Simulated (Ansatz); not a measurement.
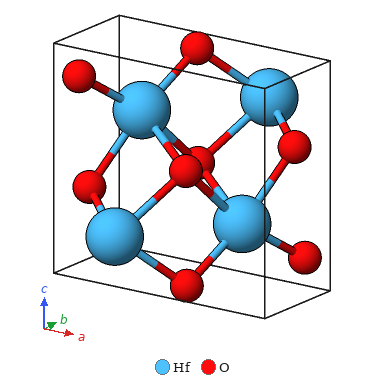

System: HfO₂, space group P2_1/c (No. 14). The picture shows the conventional cell.

Structure:
```
CELL_PARAMETERS angstrom
5.16125 0.00000 -0.01582
0.00000 5.21172 0.00000
-0.88204 0.00000 5.27923
ATOMIC_POSITIONS crystal
Hf 0.27574 0.04289 0.20837
Hf 0.72426 0.54289 0.29163
Hf 0.72426 0.95711 0.79163
Hf 0.27574 0.45711 0.70837
O 0.44917 0.75720 0.47662
O 0.55083 0.25720 0.02338
O 0.55083 0.24280 0.52338
O 0.44917 0.74280 0.97662
O 0.06711 0.32857 0.34850
O 0.93289 0.82857 0.15150
O 0.93289 0.67143 0.65150
O 0.06711 0.17143 0.84850
```

Calculation (Ansatz 0.2.0): harmonic phonon frequencies at the zone centre with atoms at rest in the given cell, without the long-range term of polar modes, the three translations left out, imaginary frequencies are negative; plane waves with PAW datasets, Γ-centred k mesh. Level: PBE, no spin polarisation.

wave cutoff 420 eV; k mesh 6×6×6; occupations fixed; pressure 0 GPa; phonon method linear response.

What does the calculation give for the zone-centre optical phonon frequencies (the three acoustic modes are left out)?

No frequency is imaginary, so the structure is stable to these displacements (zone-boundary modes weren't tested here). The highest mode lies at 739.8 cm⁻¹ (without the field of polar modes).

| frequency (cm⁻¹) |
| --- |
| 107.4 |
| 121.2 |
| 122.3 |
| 122.6 |
| 140.8 |
| 157.2 |
| 172.5 |
| 211.2 |
| 231.9 |
| 234.4 |
| 242.6 |
| 246.1 |
| 296.9 |
| 297.9 |
| 313.5 |
| 317.4 |
| 322.2 |
| 357.7 |
| 359.4 |
| 374.3 |
| 388.6 |
| 472.5 |
| 482.9 |
| 483.8 |
| 492.0 |
| 521.9 |
| 542.3 |
| 569.8 |
| 598.5 |
| 624.4 |
| 633.2 |
| 699.6 |
| 739.8 |

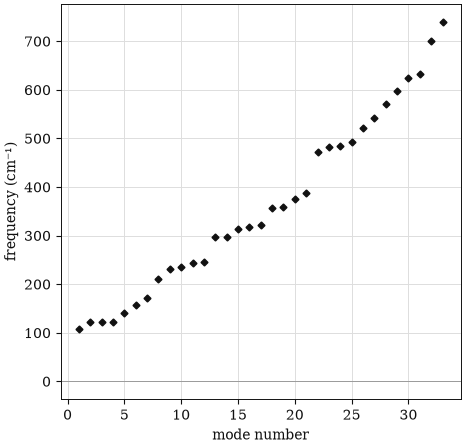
